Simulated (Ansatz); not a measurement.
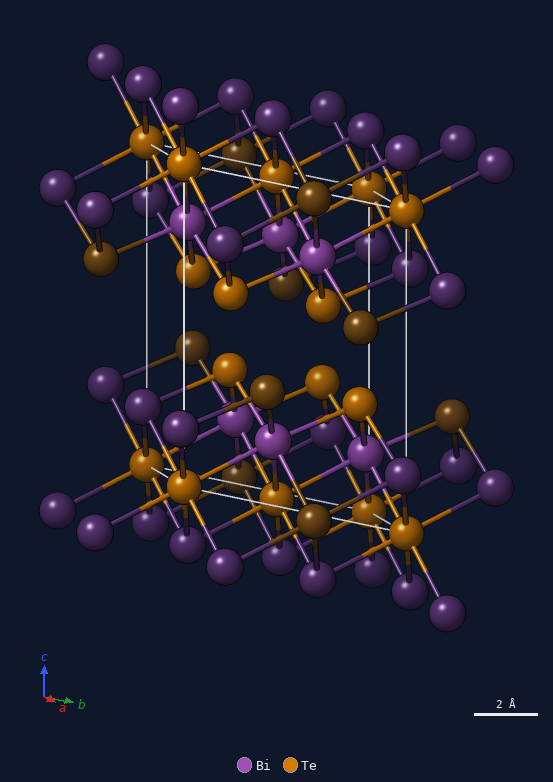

**Figure 1.** The input geometry (ball-and-stick view of the cell of the calculation, seen slightly off an axis; neighbours outside the cell are drawn fainter). An atom can appear more than once, as a periodic image. Near neighbours in the periodic cell (some may lie outside the picture): Bi has 6 Te at 3.06 to 3.23 Å; Te has 3 Bi at 3.06 Å; Te has 6 Bi at 3.23 Å.

Geometry relaxation of Bi₂Te₃

Bi₂Te₃ (R-3m, 10 atoms in the cell), computed with DFT PBEsol, scalar-relativistic, plane waves, PAW, no spin polarisation (Ansatz 0.2.0).

The structure derives from a Materials Project entry. It belongs to a series of runs on one base structure; here: 0 of 6 Te sites taken by O, cell and atoms relaxed.

Input file:
```yaml
crystal:
  lattice:
    - [4.3799868741, 0.0, 0.0]
    - [0.0, 7.5863598024, 0.0]
    - [0.0, -2.5287866008, 10.1118090306]
  atoms:
    - { symbol: Bi, position: [0.0, 0.6001932052, 0.8005796157] }
    - { symbol: Bi, position: [0.5, 0.1001932052, 0.8005796157] }
    - { symbol: Bi, position: [0.0, 0.3998067948, 0.1994203843] }
    - { symbol: Bi, position: [0.5, 0.8998067948, 0.1994203843] }
    - { symbol: Te, position: [0.0, 0.7899554293, 0.3698662878] }
    - { symbol: Te, position: [0.5, 0.2899554293, 0.3698662878] }
    - { symbol: Te, position: [0.0, 0.0, 0.0] }
    - { symbol: Te, position: [0.5, 0.5, 0.0] }
    - { symbol: Te, position: [0.0, 0.2100445707, 0.6301337122] }
    - { symbol: Te, position: [0.5, 0.7100445707, 0.6301337122] }
basis:
  ecutwfc: 420
kpoints:
  mp_grid: { grid: [10, 6, 4] }
hamiltonian:
  xc: pbesol
scf:
  occupations: { method: gaussian, width: 0.01 }
output:
  forces: true
  stress: true
  eigenvalues: true
relax:
  adjacent_minimum: "off"
  f_tol: 0.015
  max_steps: 60
  cell: { stress_tol: 0.15 }
```

Hardware: 2 threads of Intel Xeon (Sapphire Rapids), 32 GiB of memory available, shared host.

Launch command:
```bash
ansatz run input.yaml --threads 2 --pin off --max-ram 5120MiB --backend cpu --events-out ev --progress --plain --runs-dir out
```

What the program printed:
```
Engine: ansatz 0.2.0, x86_64-unknown-linux-gnu
Pseudopotentials: kind: paw
Pseudopotential: Bi, paw, valence charge 15, recommended cutoff 420 eV (normal), Bi.paw.azcp
Pseudopotential: Te, paw, valence charge 16, recommended cutoff 420 eV (normal), Te.paw.azcp
Functional definition: PBEsol
  exchange = pbesol_x
  correlation = pbesol_c
Crystal: 10 atoms, lattice volume = 335.997 Å³
Basis set: ecut = 420 eV, 6557 PW (Γ), exchange–correlation on 60×108×144 points (8 copies of the dense FFT grid, shifted against one another)
Bands: 94, of which v1, the nominal top of the filled ones, is band 78 counted from 1 (77 counted from 0)
Symmetry: 8 space group operations
Space group: R-3m (ITA 166), of the structure as read, at distance tolerance 7.0e-5 Å
k-points: 84 of 240
Non-local potential: Bi, projectors of the file, l = 0: 2, l = 1: 2, l = 2: 2, l = 3: 2
Non-local potential: Te, projectors of the file, l = 0: 2, l = 1: 2, l = 2: 2, l = 3: 2
PAW form: soft (Blöchl's): semilocal exchange-correlation on the pseudo side does not see the compensation charge
PAW frozen core: Bi, regenerated for the run's functional, and the local potential with it (the file was generated under x = pbe(κ = 0.804, μ = 0.2195149727645171), c = pbe(β = 0.06672455060314922))
PAW frozen core: Te, regenerated for the run's functional, and the local potential with it (the file was generated under x = pbe(κ = 0.804, μ = 0.2195149727645171), c = pbe(β = 0.06672455060314922))
PAW one-centre angular grid: Bi, 590 points (default); XC on 64 Gauss nodes
PAW one-centre angular grid: Te, 590 points (default); XC on 64 Gauss nodes
Initial density: superposition of atomic densities (neutral atoms: chi_scale 0, normalization atom), corrected by the library's trained network
Initial wavefunctions: pseudopotential atomic-orbital guess
Functional: x = pbesol(κ = 0.804, μ = 0.12345679012345678), c = pbesol(β = 0.046)
SCF iter   1: F=—  HF=-90379.327812 eV  |F-HF|=—  |Δ(HF+E_count)|=         —  Δρ=2.01e-3  dr2=2.44e-2  ethr=1.77e-3  ⟨swp⟩=6.7  Hψ=31522  notcnv=0  defer=78
preconditioner: auto → Resta (q_TF=auto, 2.401 Å⁻¹)  ε∞=4.2  [insulator: Δε(μ)=0.206 eV  Ē_g=8.443 eV  σ=0.010 eV  W_gap=1.00  n_scr=82 (ndim 8)  ℏωp=15.2 eV  f_vac=0.014  D(μ)=0.00/eV (n_scr^D=0)  ε∞_Penn≈4.2]
SCF iter   2: F=—  HF=-90379.313927 eV  |F-HF|=—  |Δ(HF+E_count)|=   1.39e-2  Δρ=1.07e-3  dr2=4.25e-3  ethr=1.57e-5  ⟨swp⟩=3.0  Hψ=14204  notcnv=0  defer=836
SCF iter   3: F=—  HF=-90379.313506 eV  |F-HF|=—  |Δ(HF+E_count)|=   4.22e-4  Δρ=3.67e-4  dr2=1.37e-3  ethr=2.72e-6  ⟨swp⟩=2.0  Hψ=12442  notcnv=0  defer=836
SCF iter   4: F=—  HF=-90379.313495 eV  |F-HF|=—  |Δ(HF+E_count)|=   1.06e-5  Δρ=1.69e-4  dr2=1.29e-4  ethr=8.78e-7  ⟨swp⟩=2.0  Hψ=8046  notcnv=0  defer=836
SCF iter   5: F=—  HF=-90379.313524 eV  |F-HF|=—  |Δ(HF+E_count)|=   2.91e-5  Δρ=6.17e-5  dr2=2.52e-5  ethr=8.26e-8  ⟨swp⟩=3.0  Hψ=13612  notcnv=0  defer=836
SCF iter   6: F=—  HF=-90379.313357 eV  |F-HF|=—  |Δ(HF+E_count)|=   1.67e-4  Δρ=1.58e-5  dr2=1.31e-6  ethr=1.62e-8  ⟨swp⟩=2.0  Hψ=8620  notcnv=0  defer=836
SCF iter   7: F=-90379.313358 eV  HF=-90379.313358 eV  |F-HF|=2.47e-8  |Δ(HF+E_count)|=   9.80e-7  Δρ=3.86e-6  dr2=6.84e-8  ethr=6.41e-11  ⟨swp⟩=10.9  Hψ=47509  notcnv=0
SCF 1 converged in 7 iterations: F = -90379.313358 eV  dr2 = 6.84e-8
  greatest PAW one-centre occupation: 0.998 electrons in one spin orbital (limit 2), on the Te atom at site 9 (counted from 0), in its partial waves of l = 2
relax step   1: F+E_penalty+E_count = -90379.31335784 eV  Δ(F+E_penalty+E_count) = +0.000e0 eV  max|allowed force component| = 1.739e-3 eV/Å  Δτ_max = 0.0000 Å  P = +0.001 GPa  Ω = 335.997 Å³  (7 SCF iters, dr2 threshold 1.00e-7 eV, accepted)
Initial density: handed on by an earlier stage of this run
Initial wavefunctions: pseudopotential atomic-orbital guess (no wavefunctions were taken with the density)
iter 1 solved again at ethr=2.47e-7 eV; its pass at ethr=3.10e-3 eV (dr2=3.85e-4 eV) is discarded
SCF iter   1: F=—  HF=-90379.313488 eV  |F-HF|=—  |Δ(HF+E_count)|=         —  Δρ=3.34e-6  dr2=6.24e-8  ethr=2.47e-7  ⟨swp⟩=4.8  Hψ=54632  notcnv=0
eigensolver tolerance schedule: the retry pair's looser diagonalisation over-reported the residual by 6166.35 of it (diagonalisation noise at 0.96 of the residual, at the tolerance the schedule requests for it); recorded, not acted on — ethr = c·dr2/N_el stays at c = 1.0e-1
preconditioner: auto → Resta (q_TF=auto, 2.401 Å⁻¹)  ε∞=4.2  [insulator: Δε(μ)=0.218 eV  Ē_g=8.451 eV  σ=0.010 eV  W_gap=1.00  n_scr=82 (ndim 8)  ℏωp=15.2 eV  f_vac=0.012  D(μ)=0.00/eV (n_scr^D=0)  ε∞_Penn≈4.2]
SCF iter   2: F=—  HF=-90379.313358 eV  |F-HF|=—  |Δ(HF+E_count)|=   1.30e-4  Δρ=2.71e-6  dr2=2.90e-8  ethr=4.00e-11  ⟨swp⟩=3.5  Hψ=21229  notcnv=0
SCF iter   3: F=—  HF=-90379.313358 eV  |F-HF|=—  |Δ(HF+E_count)|=   1.77e-8  Δρ=1.15e-6  dr2=1.12e-8  ethr=1.86e-11  ⟨swp⟩=2.0  Hψ=12730  notcnv=0
SCF iter   4: F=—  HF=-90379.313358 eV  |F-HF|=—  |Δ(HF+E_count)|=   9.17e-9  Δρ=6.87e-7  dr2=1.21e-9  ethr=7.19e-12  ⟨swp⟩=2.0  Hψ=9791  notcnv=0
SCF iter   5: F=-90379.313358 eV  HF=-90379.313358 eV  |F-HF|=5.82e-10  |Δ(HF+E_count)|=  2.04e-10  Δρ=1.94e-7  dr2=7.35e-10  ethr=1.00e-12  ⟨swp⟩=5.4  Hψ=27462  notcnv=0
SCF 2 converged in 5 iterations: F = -90379.313358 eV  dr2 = 7.35e-10
relax step   2: F+E_penalty+E_count = -90379.31335786 eV  Δ(F+E_penalty+E_count) = -2.468e-8 eV  max|allowed force component| = 1.753e-3 eV/Å  Δτ_max = 0.0000 Å  P = +0.001 GPa  Ω = 335.997 Å³  stress off target by 1.23e-2 GPa  SCF on the basis re-selected at this cell (its energy is not comparable with the rows above)  (5 SCF iters)
```

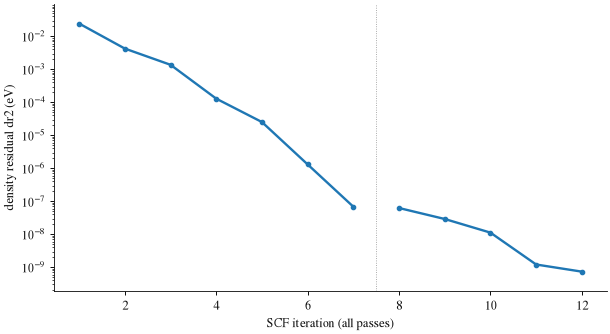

**Figure 2.** Convergence of the self-consistent field: density residual dr2 against the SCF iteration. The dotted lines part the SCF passes of the relaxation: geometry steps, rejected trials and re-solves on a re-selected basis. The passes take 7 and 5 iterations.

```
basis re-selected at this cell: Δ(F+E_penalty+E_count) = -2.468e-8 eV, ΔP = +0.000 GPa vs the last step (what re-selecting the basis moved, of the pressure what is left beyond the Pulay correction that the steps carried, after the strain that the cell walked since its last selection, with what the two solves' SCF thresholds leave and, on support functions, any second-order correction that the steps lacked; it is no measure of the basis error at this ecutwfc). This SCF's stress stands 1.23e-2 GPa from its target on what of the cell is left free (relax.cell.stress_tol is 1.50e-1 GPa) and its largest allowed force component is 1.75e-3 eV/Å (relax.f_tol is 1.50e-2 eV/Å): within both
SCF converged after 5 iterations
Free energy (F): -90379.313358 eV
Harris-Foulkes:  -90379.313358 eV  (|F-HF|=5.82e-10)
Internal energy: -90379.313358 eV  (E = F + TS)
E sigma→0 (E₀):  -90379.313358 eV
Fermi energy:    9.379911 eV
--- Per-component energies (eV) ---
  E_band       = -1983.538984
  E_kinetic    = 2292.494717
  E_local      = -13716.769010  (includes V_loc(G=0)·N_el)
  E_nonlocal   = 405.464349
  E_hartree    = 6834.425546
  E_xc         = -1343.704725
  E_vxc        = -1204.114626  (∫ρ·V_xc dr)
  E_paw        = -69544.746194  (= ΣΔE_a)
  E_vpaw       = -3429.462062  (= ΣTr[D̂ρ^β])
  E_aug_tail   = -0.003062  (compensation charges beyond the density's cutoff)
  E_ewald      = -15309.082878
  E_core_change = 2.607900  (= ΣΔE_core)
  E_smearing   = -0.000000  (= −TS)
  E_closure    = 0.000000  (closes the sum)
  Σ components = -90379.313358   (vs F -90379.313358, Δ=0.00e0)
--- Forces (eV/Å), atoms counted from 1 ---
  atom   1  Bi    -0.00000000     0.00009099    -0.00095620
  atom   2  Bi    -0.00000000     0.00009099    -0.00095620
  atom   3  Bi     0.00000000    -0.00009099     0.00095620
  atom   4  Bi     0.00000000    -0.00009099     0.00095620
  atom   5  Te    -0.00000000    -0.00048591    -0.00175271
  atom   6  Te    -0.00000000    -0.00048591    -0.00175271
  atom   7  Te     0.00000000    -0.00000000     0.00000000
  atom   8  Te     0.00000000    -0.00000000     0.00000000
  atom   9  Te     0.00000000     0.00048591     0.00175271
  atom  10  Te     0.00000000     0.00048591     0.00175271
  max |Σ_I F_I| component: 9.54e-18 eV/Å
--- Stress (GPa, compression-positive) ---
       -0.000584       0.000000       0.000000
        0.000000       0.006463       0.008966
        0.000000       0.008966      -0.001554
  P = ⅓ Tr σ = 0.0014 GPa (0.014 kbar)
--- Band table (eV; the first three rows and the last of 84) ---
  k-point 0: bands = ["-27.3755", "-27.3755", "-27.3750", "-27.3737", "-27.3713", "-27.3702", "-27.3702", "-27.3690", "-27.3685", "-27.3675", "-27.3675", "-27.3669", "-27.3669", "-27.3667", "-27.3662", "-27.3662", "-27.3657", "-27.3655", "-27.3655", "-27.3649", "-27.2310", "-27.2304", "-27.2262", "-27.2259", "-27.2258", "-27.2258", "-27.1969", "-27.1969", "-27.1968", "-27.1957", "-13.8604", "-13.8573", "-13.8480", "-13.8479", "-13.8460", "-13.8459", "-13.8437", "-13.8402", "-13.8392", "-13.8379", "-13.8369", "-13.8366", "-13.8335", "-13.8334", "-13.8319", "-13.8318", "-13.8281", "-13.8260", "-13.8255", "-13.8247", "-4.1441", "-3.4080", "-2.3289", "-2.3102", "-2.1721", "-1.7007", "-1.2734", "-0.4428", "0.3569", "0.8472", "4.3336", "4.8433", "5.3507", "5.8346", "6.8681", "6.9537", "7.2011", "7.2677", "7.4362", "7.5018", "7.5019", "7.5508", "7.5509", "7.7231", "8.3315", "8.3880", "8.3880", "9.2710", "9.4888", "9.9115", "9.9115", "10.1628", "10.7409", "11.1916", "11.3550", "11.3973", "11.3973", "11.9407", "12.0599", "12.3493", "14.0691", "14.3927", "14.5788", "14.9564"]
  k-point 1: bands = ["-27.3755", "-27.3755", "-27.3750", "-27.3737", "-27.3714", "-27.3702", "-27.3702", "-27.3690", "-27.3685", "-27.3675", "-27.3675", "-27.3669", "-27.3669", "-27.3667", "-27.3662", "-27.3662", "-27.3657", "-27.3655", "-27.3655", "-27.3649", "-27.2310", "-27.2304", "-27.2262", "-27.2259", "-27.2258", "-27.2258", "-27.1969", "-27.1969", "-27.1969", "-27.1957", "-13.8604", "-13.8572", "-13.8480", "-13.8479", "-13.8460", "-13.8459", "-13.8437", "-13.8402", "-13.8392", "-13.8379", "-13.8368", "-13.8366", "-13.8335", "-13.8334", "-13.8319", "-13.8318", "-13.8281", "-13.8260", "-13.8255", "-13.8247", "-4.0897", "-3.5526", "-2.3250", "-2.3011", "-1.9491", "-1.7892", "-1.1204", "-0.5279", "-0.1258", "1.2389", "4.0644", "5.3595", "5.5055", "5.9119", "6.5854", "6.6006", "6.6421", "7.4250", "7.4251", "7.5073", "7.6213", "7.6897", "7.6898", "8.0496", "8.1901", "8.2626", "8.2627", "8.9964", "9.8136", "10.1114", "10.1114", "10.3487", "10.7731", "10.9992", "11.0849", "11.2082", "11.2082", "11.8556", "12.5997", "12.6433", "13.8222", "14.0098", "14.1818", "14.6698"]
  k-point 2: bands = ["-27.3755", "-27.3755", "-27.3750", "-27.3738", "-27.3713", "-27.3702", "-27.3702", "-27.3690", "-27.3685", "-27.3675", "-27.3675", "-27.3669", "-27.3669", "-27.3667", "-27.3662", "-27.3662", "-27.3657", "-27.3655", "-27.3655", "-27.3649", "-27.2310", "-27.2304", "-27.2262", "-27.2259", "-27.2258", "-27.2258", "-27.1969", "-27.1969", "-27.1969", "-27.1957", "-13.8604", "-13.8572", "-13.8480", "-13.8479", "-13.8460", "-13.8459", "-13.8437", "-13.8402", "-13.8392", "-13.8378", "-13.8368", "-13.8366", "-13.8335", "-13.8335", "-13.8319", "-13.8318", "-13.8281", "-13.8260", "-13.8255", "-13.8247", "-4.0026", "-3.7121", "-2.3213", "-2.2900", "-1.8562", "-1.6893", "-0.9377", "-0.6657", "-0.4981", "1.4674", "3.9184", "5.8454", "5.9686", "6.0454", "6.0545", "6.3327", "6.4626", "6.8682", "7.3931", "7.3931", "7.6901", "7.8271", "7.8272", "8.1026", "8.1026", "8.3497", "8.7616", "8.8335", "9.8198", "10.0475", "10.3584", "10.3938", "10.3938", "10.9304", "10.9305", "10.9459", "12.0176", "12.0776", "12.5211", "12.8835", "12.9420", "13.9270", "14.0930", "14.7846"]
  k-point 83: bands = ["-27.3750", "-27.3750", "-27.3737", "-27.3737", "-27.3713", "-27.3713", "-27.3690", "-27.3690", "-27.3685", "-27.3685", "-27.3675", "-27.3675", "-27.3667", "-27.3667", "-27.3655", "-27.3655", "-27.3655", "-27.3655", "-27.3649", "-27.3649", "-27.2304", "-27.2304", "-27.2262", "-27.2262", "-27.2259", "-27.2259", "-27.1968", "-27.1968", "-27.1957", "-27.1957", "-13.8603", "-13.8603", "-13.8572", "-13.8572", "-13.8438", "-13.8438", "-13.8403", "-13.8403", "-13.8393", "-13.8393", "-13.8369", "-13.8369", "-13.8280", "-13.8280", "-13.8260", "-13.8260", "-13.8255", "-13.8255", "-13.8246", "-13.8246", "-2.3290", "-2.3290", "-2.3102", "-2.3102", "-1.7007", "-1.7007", "-1.2734", "-1.2734", "-0.4428", "-0.4428", "4.3336", "4.3336", "4.8434", "4.8434", "5.3507", "5.3507", "5.8346", "5.8346", "6.8681", "6.8681", "7.2677", "7.2677", "7.4362", "7.4362", "7.7231", "7.7231", "8.3315", "8.3315", "10.1629", "10.1629", "10.7409", "10.7409", "11.3549", "11.3549", "11.9407", "11.9407", "12.0598", "12.0598", "12.3493", "12.3493", "14.3928", "14.3928", "14.9564", "14.9564"]
--- Relaxed structure (1 steps of the walk, 1 accepted, 1 SCFs on fresh bases) ---
  F+E_penalty+E_count = -90379.31335786 eV   max|allowed force component| = 1.753e-3 eV/Å   (the final SCF, on the basis selected at the relaxed cell)
  cell:  # Å, volume = 335.9968 Å³
    - [4.3799868741, 0.0, 0.0]
    - [0.0, 7.5863598024, 0.0]
    - [0.0, -2.5287866008, 10.1118090306]
  atoms:
    - { symbol: Bi, position: [0.0, 0.6001932052, 0.8005796156999999] }
    - { symbol: Bi, position: [0.49999999999999994, 0.1001932052, 0.8005796156999999] }
    - { symbol: Bi, position: [0.0, 0.3998067948, 0.19942038429999998] }
    - { symbol: Bi, position: [0.49999999999999994, 0.8998067948, 0.19942038429999998] }
    - { symbol: Te, position: [0.0, 0.7899554293, 0.36986628779999997] }
    - { symbol: Te, position: [0.49999999999999994, 0.2899554293, 0.36986628779999997] }
    - { symbol: Te, position: [0.0, 0.0, 0.0] }
    - { symbol: Te, position: [0.49999999999999994, 0.5, 0.0] }
    - { symbol: Te, position: [0.0, 0.21004457069999996, 0.6301337122] }
    - { symbol: Te, position: [0.49999999999999994, 0.7100445706999999, 0.6301337122] }
```

Trajectory as extended XYZ (Å, eV, eV/Å), 2 frames, from step=1 to step=2:
```
10
Lattice="4.3800 0.0000 0.0000 0.0000 7.5864 0.0000 0.0000 -2.5288 10.1118" Properties=species:S:1:pos:R:3:forces:R:3 step=1 energy=-90379.31336 pressure_GPa=0.00
Bi    0.0000    2.5288    8.0953    0.0000   0.0001  -0.0009
Bi    2.1900   -1.2644    8.0953    0.0000   0.0001  -0.0009
Bi    0.0000    2.5288    2.0165    0.0000  -0.0001   0.0009
Bi    2.1900    6.3220    2.0165    0.0000  -0.0001   0.0009
Te    0.0000    5.0576    3.7400    0.0000  -0.0005  -0.0017
Te    2.1900    1.2644    3.7400    0.0000  -0.0005  -0.0017
Te    0.0000    0.0000    0.0000    0.0000   0.0000   0.0000
Te    2.1900    3.7932    0.0000    0.0000   0.0000   0.0000
Te    0.0000    0.0000    6.3718    0.0000   0.0005   0.0017
Te    2.1900    3.7932    6.3718    0.0000   0.0005   0.0017
10
Lattice="4.3800 0.0000 0.0000 0.0000 7.5864 0.0000 0.0000 -2.5288 10.1118" Properties=species:S:1:pos:R:3:forces:R:3 step=2 energy=-90379.31336 pressure_GPa=0.00
Bi    0.0000    2.5288    8.0953    0.0000   0.0001  -0.0010
Bi    2.1900   -1.2644    8.0953    0.0000   0.0001  -0.0010
Bi    0.0000    2.5288    2.0165    0.0000  -0.0001   0.0010
Bi    2.1900    6.3220    2.0165    0.0000  -0.0001   0.0010
Te    0.0000    5.0576    3.7400    0.0000  -0.0005  -0.0018
Te    2.1900    1.2644    3.7400    0.0000  -0.0005  -0.0018
Te    0.0000    0.0000    0.0000    0.0000   0.0000   0.0000
Te    2.1900    3.7932    0.0000    0.0000   0.0000   0.0000
Te    0.0000    0.0000    6.3718    0.0000   0.0005   0.0018
Te    2.1900    3.7932    6.3718    0.0000   0.0005   0.0018
```

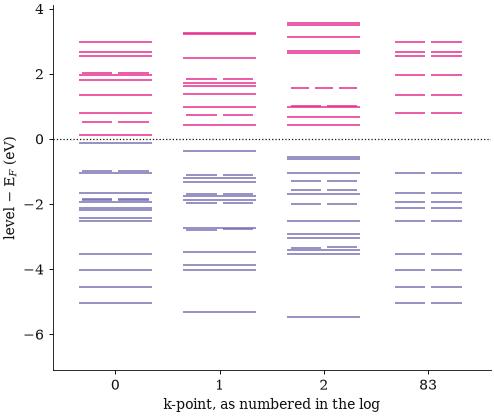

**Figure 3.** Kohn–Sham levels near the Fermi level (dotted) at the few k-points that the log prints; levels within 0.02 eV of each other stand side by side. Among these points the highest filled and lowest empty levels are 0.22 eV apart, which is the gap on the mesh.

Summary:

```json
{"quantity": "outcome", "value": "converged"}
{"quantity": "space group (tolerance 0.01 Å)", "value": "R-3m (166)"}
{"quantity": "electrons treated", "value": "156"}
{"quantity": "free energy", "value": "−90379.3134 eV"}
{"quantity": "Fermi energy", "value": "9.380 eV"}
{"quantity": "gap on the k-point mesh", "value": "0.22 eV"}
{"quantity": "pressure", "value": "0.00 GPa"}
{"quantity": "final volume", "value": "336.00 Å³"}
{"quantity": "largest force (length of the vector) at the end", "value": "0.002 eV/Å"}
{"quantity": "final cell", "value": "a = 4.380 Å, b = 7.586 Å, c = 10.423 Å, α = 104.04°, β = 90.00°, γ = 90.00°"}
{"quantity": "wall time", "value": "2.2 min (CPU time 4.4 min)"}
{"quantity": "peak memory", "value": "1.9 GiB"}
```

Spin–orbit coupling is left out, which matters for Bi.
